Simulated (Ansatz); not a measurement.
Geometry relaxation, with input and output: Cu (part 1 of 3)

The run: geometry relaxation of Cu (interface cell, 20 atoms in the cell). Method and program: DFT PBE, scalar-relativistic, plane waves, PAW, no spin polarisation (Ansatz 0.2.0).

The structure derives from an entry of the Crystallography Open Database. It belongs to a series of runs on one base structure; here: symmetric tilt boundary Sigma 5 (2 1 0), mirror between planes, shift [0, 0.5]. Figures and captions count atoms from 1; the log counts them from 0 in places.

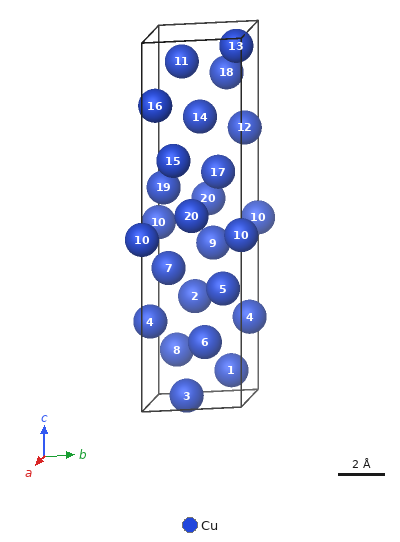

Figure 1. The structure as given in the input (spheres-only view of the cell of the calculation, seen slightly off an axis; atoms are numbered from 1 in the order of the input). An atom can appear more than once, as a periodic image.

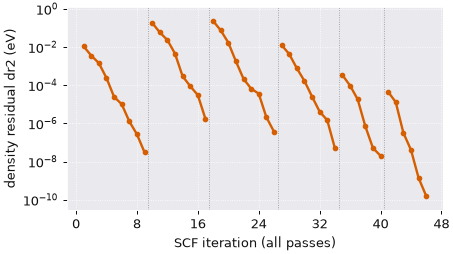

Figure 2. Convergence of the self-consistent field: density residual dr2 against the SCF iteration. The dotted lines part the SCF passes of the relaxation: geometry steps, rejected trials and re-solves on a re-selected basis. The 6 passes take 6 to 9 iterations each, 46 in all.

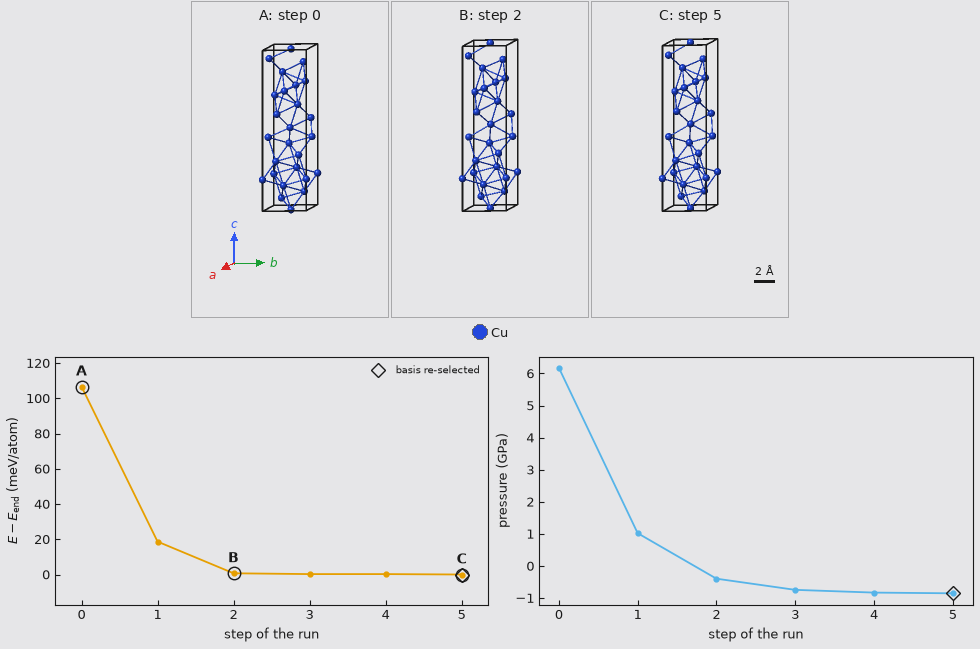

Figure 3. Frames of the relaxation (ball-and-stick view of the cell of the calculation (origin shifted), seen slightly off an axis) above the curves, on which the letters mark them (the first geometry is step 0 here and step 1 in the log).

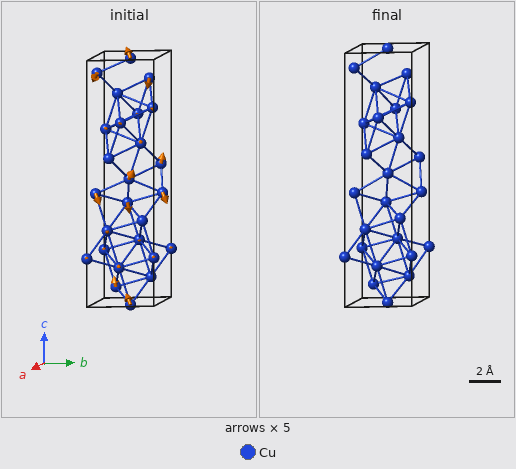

Figure 4. Before (left) and after (right) the relaxation, at one scale (ball-and-stick view of the cell of the calculation (origin shifted), seen slightly off an axis). The orange arrows give the displacements (without the part carried along by the change of the cell), magnified 5 times. The largest moves relative to the cell, 0.18 Å, are those of Cu3, Cu10, Cu13 and Cu20. Cell: a stays at 3.630 Å, b stays at 4.446 Å, c 16.533 → 17.032 Å (+3.0 %). Volume +3.0 %. Distances before and after: Cu10–Cu19 2.033 → 2.388 Å, Cu10–Cu20 2.422 → 2.562 Å, Cu11–Cu13 2.567 → 2.479 Å, Cu11–Cu18 2.567 → 2.492 Å. The energy falls by 106 meV per atom in 4 geometry steps. Largest force component: 3.5 eV/Å at the start, 0.00049 eV/Å at the end. Pressure: 6.18 GPa at the start and −0.85 GPa at the end. A last SCF at the same geometry on a re-selected plane-wave basis shifts the energy by −0.2 meV per atom. (Atoms are counted from 1 in the order of the input.)

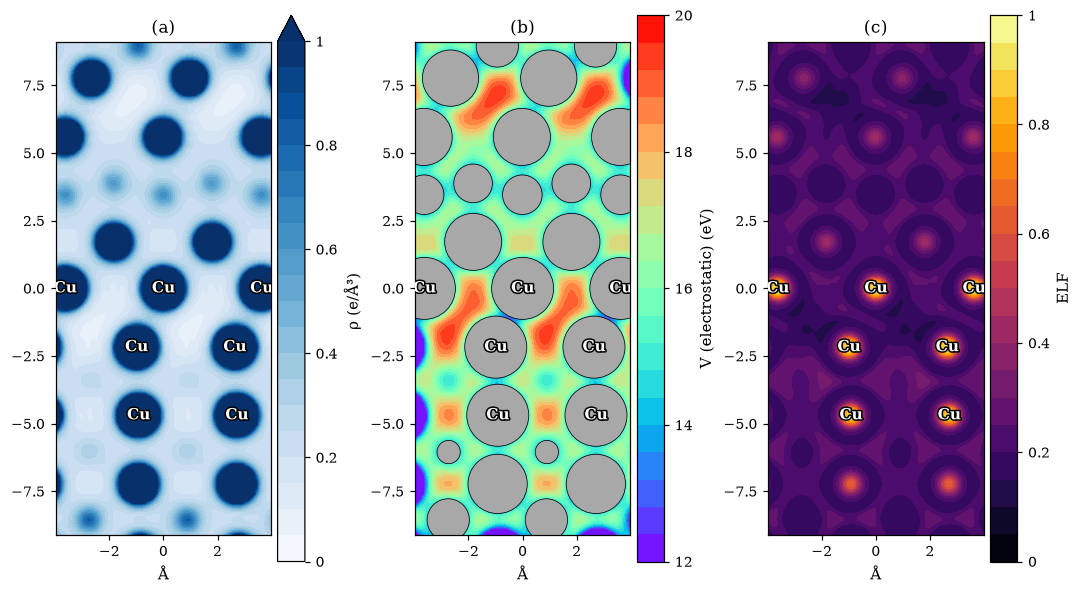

Figure 5. (a) valence charge density (pseudo); (b) electrostatic potential (local pseudopotential plus Hartree) felt by an electron; (c) electron localisation function on the (011) plane of the calculation cell. Grey discs, where drawn, cover atomic cores. Atoms in the plane: Cu. Cu–Cu (2.39 Å): the density is about 0.35 e/Å³ at the midpoint; the ELF is about 0.20 at the midpoint; no shared electron pair. Cu–Cu (2.52 Å): ρ at the midpoint is about 0.28 e/Å³; the ELF is about 0.20 at the midpoint; no shared electron pair. Away from the nuclei the density in this plane falls to 0.08 e/Å³ at its lowest. The strong features right at Cu lie inside the PAW spheres (semicore, d or f shells) and say nothing about bonding. Outside the cores the potential energy rises away from the atoms and is highest about 1.9 Å from the nearest atoms; outside the discs it spans about 7 eV, and its zero is arbitrary. Core electrons are frozen (PAW), so the fields are smoothed inside the atomic spheres.

These pictures come from the run below.

## Input file
```yaml
crystal:
  lattice:
    - [3.6297482978, 0.0, 0.0]
    - [-1.8148741489, 4.0581819676, 0.0]
    - [0.0, 0.0, 16.5327278703]
  atoms:
    - { symbol: Cu, position: [0.4, 0.8, 0.0736390631] }
    - { symbol: Cu, position: [0.2, 0.4, 0.2700098979] }
    - { symbol: Cu, position: [0.7, 0.4, 0.0245463544] }
    - { symbol: Cu, position: [0.5, 1.0, 0.2209171892] }
    - { symbol: Cu, position: [0.9, 0.8, 0.3191026066] }
    - { symbol: Cu, position: [0.8, 0.6, 0.1718244805] }
    - { symbol: Cu, position: [0.6, 0.2, 0.3681953153] }
    - { symbol: Cu, position: [0.1, 0.2, 0.1227317718] }
    - { symbol: Cu, position: [0.3, 0.6, 0.417288024] }
    - { symbol: Cu, position: [1.0, 1.0, 0.4663807327] }
    - { symbol: Cu, position: [0.4, 0.3, 0.917288024] }
    - { symbol: Cu, position: [0.2, 0.9, 0.7209171892] }
    - { symbol: Cu, position: [0.7, 0.9, 0.9663807327] }
    - { symbol: Cu, position: [0.5, 0.5, 0.7700098979] }
    - { symbol: Cu, position: [0.9, 0.3, 0.6718244805] }
    - { symbol: Cu, position: [0.8, 0.1, 0.8191026066] }
    - { symbol: Cu, position: [0.6, 0.7, 0.6227317718] }
    - { symbol: Cu, position: [0.1, 0.7, 0.8681953153] }
    - { symbol: Cu, position: [0.3, 0.1, 0.5736390631] }
    - { symbol: Cu, position: [0.0, 0.5, 0.5245463544] }
basis:
  ecutwfc: 420
kpoints:
  mp_grid: { grid: [10, 10, 2] }
hamiltonian:
  xc: pbe
scf:
  occupations: { method: gaussian, width: 0.1 }
output:
  forces: true
  stress: true
  eigenvalues: true
  populations: true
  write_density: true
  write_potential: true
  elf: true
  volumetric_format: npy
relax:
  adjacent_minimum: "off"
  f_tol: 0.02
  max_steps: 60
  cell: { fix: [a, b, alpha, beta, gamma], stress_tol: 0.1 }
```

Run as:
```bash
ansatz run input.yaml --threads 4 --pin off --max-ram 11264MiB --backend cpu --events-out ev --progress --plain --runs-dir out
```

## Output
```
Engine: ansatz 0.2.0, x86_64-unknown-linux-gnu
Pseudopotentials: kind: paw
Pseudopotential: Cu, paw, valence charge 19, recommended cutoff 420 eV (normal), Cu.paw.azcp
Functional definition: PBE
  parameter kappa = 0.804
  parameter beta = 0.06672455060314922
  exchange = pbe_x(kappa = kappa, mu = beta*pi^2/3)
  correlation = pbe_c(beta = beta)
Crystal: 20 atoms, lattice volume = 243.530 Å³
Basis set: ecut = 420 eV, 4781 PW (Γ), exchange–correlation on 50×60×240 points (8 copies of the dense FFT grid, shifted against one another)
Bands: 228, of which v1, the nominal top of the filled ones, is band 190 counted from 1 (189 counted from 0)
Symmetry: 4 space group operations
Space group: P21/c (ITA 14), of the structure as read, at distance tolerance 6.2e-5 Å
k-points: 104 of 200
Non-local potential: Cu, projectors of the file, l = 0: 3, l = 1: 2, l = 2: 3, l = 3: 1
PAW form: soft (Blöchl's): semilocal exchange-correlation on the pseudo side does not see the compensation charge
PAW one-centre angular grid: Cu, 590 points (default); XC on 64 Gauss nodes
Initial density: superposition of atomic densities (neutral atoms: chi_scale 0, normalization atom), corrected by the library's trained network
Initial wavefunctions: pseudopotential atomic-orbital guess
Functional: x = pbe(κ = 0.804, μ = 0.2195149727645171), c = pbe(β = 0.06672455060314922)
SCF iter   1: F=—  HF=-132499.419234 eV  |F-HF|=—  |Δ(HF+E_count)|=         —  Δρ=2.15e-3  dr2=1.10e-2  ethr=1.77e-3  ⟨swp⟩=4.9  Hψ=76450  notcnv=0  defer=1944
preconditioner: auto → Kerker (q_TF=auto, 2.938 Å⁻¹)  [metal: Δε(μ)=0.013 eV  Ē_g=9.904 eV  σ=0.100 eV  W_gap=0.07  n_scr=96 (ndim 8)  ℏωp=35.3 eV  f_vac=0.000  D(μ)=4.58/eV (n_scr^D=18)]
SCF iter   2: F=—  HF=-132499.419917 eV  |F-HF|=—  |Δ(HF+E_count)|=   6.83e-4  Δρ=9.32e-4  dr2=3.61e-3  ethr=2.89e-6  ⟨swp⟩=2.0  Hψ=36177  notcnv=0  defer=2146
SCF iter   3: F=—  HF=-132499.419949 eV  |F-HF|=—  |Δ(HF+E_count)|=   3.23e-5  Δρ=5.57e-4  dr2=1.46e-3  ethr=9.51e-7  ⟨swp⟩=2.3  Hψ=30892  notcnv=0  defer=2146
SCF iter   4: F=—  HF=-132499.419790 eV  |F-HF|=—  |Δ(HF+E_count)|=   1.60e-4  Δρ=1.52e-4  dr2=2.42e-4  ethr=3.85e-7  ⟨swp⟩=2.1  Hψ=30536  notcnv=0  defer=2146
SCF iter   5: F=—  HF=-132499.419781 eV  |F-HF|=—  |Δ(HF+E_count)|=   9.24e-6  Δρ=7.71e-5  dr2=2.48e-5  ethr=6.38e-8  ⟨swp⟩=2.1  Hψ=29105  notcnv=0  defer=2146
SCF iter   6: F=—  HF=-132499.419810 eV  |F-HF|=—  |Δ(HF+E_count)|=   2.93e-5  Δρ=4.77e-5  dr2=1.03e-5  ethr=6.52e-9  ⟨swp⟩=2.0  Hψ=31701  notcnv=0  defer=2146
SCF iter   7: F=—  HF=-132499.419809 eV  |F-HF|=—  |Δ(HF+E_count)|=   6.97e-7  Δρ=2.13e-5  dr2=1.29e-6  ethr=2.70e-9  ⟨swp⟩=2.0  Hψ=30747  notcnv=0  defer=2146
SCF iter   8: F=—  HF=-132499.419809 eV  |F-HF|=—  |Δ(HF+E_count)|=   2.79e-7  Δρ=8.80e-6  dr2=2.73e-7  ethr=3.40e-10  ⟨swp⟩=2.0  Hψ=32065  notcnv=0  defer=2146
SCF iter   9: F=-132499.419809 eV  HF=-132499.419809 eV  |F-HF|=2.51e-8  |Δ(HF+E_count)|=   6.05e-9  Δρ=2.43e-6  dr2=3.08e-8  ethr=2.63e-11  ⟨swp⟩=11.8  Hψ=173800  notcnv=0
SCF 1 converged in 9 iterations: F = -132499.419809 eV  dr2 = 3.08e-8
  greatest PAW one-centre occupation: 1.000 electrons in one spin orbital (limit 2), on the Cu atom at site 17 (counted from 0), in its partial waves of l = 0
relax step   1: F+E_penalty+E_count = -132499.41980887 eV  Δ(F+E_penalty+E_count) = +0.000e0 eV  max|allowed force component| = 3.514e0 eV/Å  Δτ_max = 0.0000 Å  P = +6.176 GPa  Ω = 243.530 Å³  fix = [a, b, alpha, beta, gamma]  reactions: a +3.133, b +1.132 GPa; gamma -1.831 GPa/rad  (9 SCF iters, dr2 threshold 1.00e-7 eV, accepted)
Crystal: 20 atoms, lattice volume = 248.055 Å³
Basis set: ecut = 420 eV, 4863 PW (Γ), exchange–correlation on 50×60×240 points (8 copies of the dense FFT grid, shifted against one another)
Initial density: handed on by an earlier stage of this run
Initial wavefunctions: those handed on with the density
iter 1 solved again at ethr=4.96e-5 eV; its pass at ethr=3.10e-3 eV (dr2=1.88e-1 eV) is discarded
SCF iter   1: F=—  HF=-132501.253068 eV  |F-HF|=—  |Δ(HF+E_count)|=         —  Δρ=1.20e-2  dr2=1.89e-1  ethr=4.96e-5  ⟨swp⟩=2.0  Hψ=99474  notcnv=0
preconditioner: auto → Kerker (q_TF=auto, 2.929 Å⁻¹)  [metal: Δε(μ)=0.002 eV  Ē_g=9.773 eV  σ=0.100 eV  W_gap=0.01  n_scr=96 (ndim 8)  ℏωp=35.0 eV  f_vac=0.000  D(μ)=4.79/eV (n_scr^D=20)]
SCF iter   2: F=—  HF=-132501.202846 eV  |F-HF|=—  |Δ(HF+E_count)|=   5.02e-2  Δρ=6.50e-3  dr2=5.96e-2  ethr=4.96e-5  ⟨swp⟩=1.1  Hψ=23775  notcnv=0
SCF iter   3: F=—  HF=-132501.182739 eV  |F-HF|=—  |Δ(HF+E_count)|=   2.01e-2  Δρ=2.65e-3  dr2=2.36e-2  ethr=1.57e-5  ⟨swp⟩=2.0  Hψ=42541  notcnv=0
SCF iter   4: F=—  HF=-132501.180100 eV  |F-HF|=—  |Δ(HF+E_count)|=   2.64e-3  Δρ=6.22e-4  dr2=4.59e-3  ethr=6.21e-6  ⟨swp⟩=2.0  Hψ=34531  notcnv=0
SCF iter   5: F=—  HF=-132501.179657 eV  |F-HF|=—  |Δ(HF+E_count)|=   4.43e-4  Δρ=1.86e-4  dr2=2.99e-4  ethr=1.21e-6  ⟨swp⟩=1.0  Hψ=23712  notcnv=0
SCF iter   6: F=—  HF=-132501.179656 eV  |F-HF|=—  |Δ(HF+E_count)|=   1.17e-6  Δρ=1.29e-4  dr2=9.05e-5  ethr=7.87e-8  ⟨swp⟩=1.0  Hψ=23712  notcnv=0
SCF iter   7: F=—  HF=-132501.179650 eV  |F-HF|=—  |Δ(HF+E_count)|=   6.19e-6  Δρ=1.21e-4  dr2=3.06e-5  ethr=2.38e-8  ⟨swp⟩=2.0  Hψ=32581  notcnv=0
SCF iter   8: F=-132501.179643 eV  HF=-132501.179645 eV  |F-HF|=1.80e-6  |Δ(HF+E_count)|=   4.75e-6  Δρ=2.32e-5  dr2=1.75e-6  ethr=5.26e-10  ⟨swp⟩=7.3  Hψ=166254  notcnv=0
SCF 2 converged in 8 iterations: F = -132501.179643 eV  dr2 = 1.75e-6
[... from here on the iterations of each SCF are left out, up to the last one ...]
relax step   2: F+E_penalty+E_count = -132501.17964325 eV  Δ(F+E_penalty+E_count) = -1.760e0 eV  max|allowed force component| = 1.176e0 eV/Å  Δτ_max = 0.0829 Å  P = +1.022 GPa  Ω = 248.055 Å³  energy of the carried Pulay correction = -3.342e-3 eV  fix = [a, b, alpha, beta, gamma]  reactions: a -0.287, b -0.699 GPa; gamma -0.233 GPa/rad  (8 SCF iters, dr2 threshold 2.00e-6 eV, accepted)
Crystal: 20 atoms, lattice volume = 249.851 Å³
Basis set: ecut = 420 eV, 4871 PW (Γ), exchange–correlation on 50×60×240 points (8 copies of the dense FFT grid, shifted against one another)
preconditioner: auto → Kerker (q_TF=auto, 2.926 Å⁻¹)  [metal: Δε(μ)=0.001 eV  Ē_g=9.698 eV  σ=0.100 eV  W_gap=0.01  n_scr=104 (ndim 8)  ℏωp=34.8 eV  f_vac=0.000  D(μ)=4.97/eV (n_scr^D=24)]
SCF 3 converged in 9 iterations: F = -132501.539321 eV  dr2 = 3.76e-7
relax step   3: F+E_penalty+E_count = -132501.53932105 eV  Δ(F+E_penalty+E_count) = -3.597e-1 eV  max|allowed force component| = 9.174e-2 eV/Å  Δτ_max = 0.1138 Å  P = -0.397 GPa  Ω = 249.851 Å³  energy of the carried Pulay correction = -4.652e-3 eV  fix = [a, b, alpha, beta, gamma]  reactions: a -0.279, b -1.380 GPa; gamma +0.239 GPa/rad  (9 SCF iters, dr2 threshold 2.00e-6 eV, accepted)
Crystal: 20 atoms, lattice volume = 250.699 Å³
Basis set: ecut = 420 eV, 4879 PW (Γ), exchange–correlation on 50×60×240 points (8 copies of the dense FFT grid, shifted against one another)
preconditioner: auto → Kerker (q_TF=auto, 2.924 Å⁻¹)  [metal: Δε(μ)=0.008 eV  Ē_g=9.687 eV  σ=0.100 eV  W_gap=0.04  n_scr=104 (ndim 8)  ℏωp=34.8 eV  f_vac=0.000  D(μ)=5.03/eV (n_scr^D=28)]
the search or the solves at the SCF's close seem to have found levels that the self-consistency loop had missed (the run counts 1). By its estimate they hold under 1e-12 electrons; where the run keeps them, the occupations were computed again with them
SCF 4 converged in 8 iterations: F = -132501.548497 eV  dr2 = 5.19e-8
relax step   4: F+E_penalty+E_count = -132501.54849673 eV  Δ(F+E_penalty+E_count) = -9.176e-3 eV  max|allowed force component| = 3.406e-3 eV/Å  Δτ_max = 0.0248 Å  P = -0.745 GPa  Ω = 250.699 Å³  energy of the carried Pulay correction = -5.266e-3 eV  fix = [a, b, alpha, beta, gamma]  reactions: a -0.788, b -1.568 GPa; gamma +0.333 GPa/rad  (8 SCF iters, dr2 threshold 5.49e-7 eV, accepted)
Crystal: 20 atoms, lattice volume = 250.881 Å³
preconditioner: auto → Kerker (q_TF=auto, 2.924 Å⁻¹)  [metal: Δε(μ)=0.000 eV  Ē_g=9.679 eV  σ=0.100 eV  W_gap=0.00  n_scr=104 (ndim 8)  ℏωp=34.8 eV  f_vac=0.000  D(μ)=5.05/eV (n_scr^D=28)]
the search or the solves at the SCF's close seem to have found levels that the self-consistency loop had missed (the run counts 1). By its estimate they hold under 1e-12 electrons; where the run keeps them, the occupations were computed again with them
SCF 5 converged in 6 iterations: F = -132501.548488 eV  dr2 = 2.03e-8
relax step   5: F+E_penalty+E_count = -132501.54848849 eV  Δ(F+E_penalty+E_count) = +8.243e-6 eV  max|allowed force component| = 5.004e-4 eV/Å  Δτ_max = 0.0038 Å  P = -0.830 GPa  Ω = 250.881 Å³  energy of the carried Pulay correction = -5.398e-3 eV  fix = [a, b, alpha, beta, gamma]  reactions: a -0.884, b -1.619 GPa; gamma +0.352 GPa/rad  (6 SCF iters, dr2 threshold 3.71e-8 eV, accepted)
Initial wavefunctions: pseudopotential atomic-orbital guess (no wavefunctions were taken with the density)
iter 1 solved again at ethr=1.36e-8 eV; its pass at ethr=3.10e-3 eV (dr2=5.18e-5 eV) is discarded
```
